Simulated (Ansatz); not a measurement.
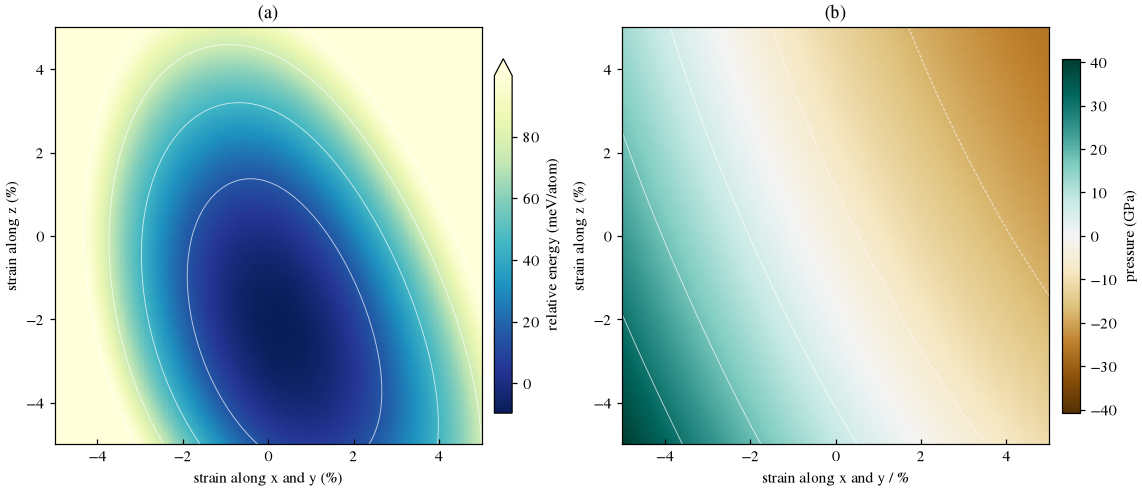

Mo (P6/mmm, No. 191; 1 atom in the cell). The cell is strained homogeneously, by one strain along x and y and another along z, with fractional coordinates fixed (x along [1 0 0], z along [0 0 1] of the conventional cell). Coordinates scanned: (1) strain along x and y; (2) strain along z. Grid: 5 × 5 points. Points are written as (first, second). Energies are in meV/atom, from the unstrained cell. The reference cell is the one listed in the database, not relaxed at this level. The calculation used DFT PBEsol, scalar-relativistic, plane waves, PAW (Ansatz 0.2.0). Settings: cutoff 420 eV, k-mesh 18×18×18, gaussian smearing 0.15 eV, no spin polarisation.

Panel (a) is the energy; panel (b) is the computed pressure, in GPa.

In the figure: a smooth colour map with a few white contour lines, one colour for all values above the top of the scale. Between grid points the surface is interpolated.

Question: How does the pressure vary over the map, and what is it at the lowest grid point?

Answer: It runs from −26 GPa at (5.0 %, 5.0 %) to 41 GPa at (−5.0 %, −5.0 %). At the lowest grid point, (0.0 %, −2.5 %), it is 2 GPa.
